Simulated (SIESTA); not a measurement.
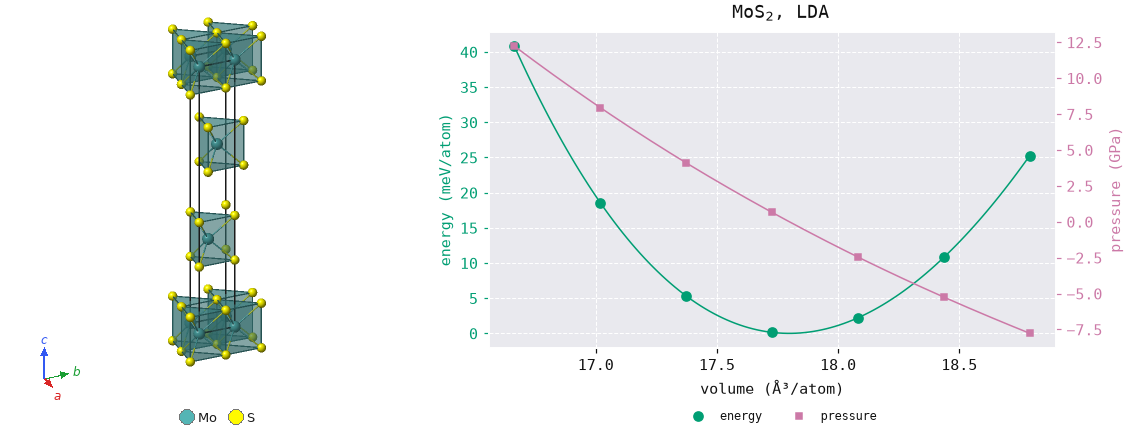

Energy and pressure against volume for MoS₂, space group R3m (No. 160). The conventional cell is drawn beside the plot.

A third-order Birch–Murnaghan fit gives V0 = 17.80 Å³/atom, B0 = 161 GPa and B′ = 4.3. The energy is 40.82 meV/atom at volume 16.66 Å³/atom and 25.28 meV/atom at 18.79 Å³/atom; the lowest computed point is at volume 17.73 Å³/atom (0.15 meV/atom), in a single well. The pressure falls from 12.23 GPa at volume 16.66 Å³/atom to −7.77 GPa at 18.79 Å³/atom, and changes sign near 17.80 Å³/atom.

Computed with SIESTA 5.4.2: DFT in numerical atomic orbitals with pseudopotentials, no spin polarisation; energies at scaled volumes of the given cell, shape and fractions fixed, counted from the fit's minimum, third-order Birch-Murnaghan fit. Level: LDA.

k mesh 10×10×10; occupations Fermi–Dirac; smearing width 0.05 eV; potentials PseudoDojo 0.4 standard, converted to PSML, two zetas on semicore shells; program settings basis DZP, mesh cutoff 800 Ry.

Cell as given: a = 6.415 Å, b = 6.415 Å, c = 6.415 Å, α = 28.52°, β = 28.52°, γ = 28.52°; 3 atoms.

Caveats: mulliken charges of long orbitals; shape and atomic fractions are frozen while scaling, which makes layered, chain and framework solids too stiff.
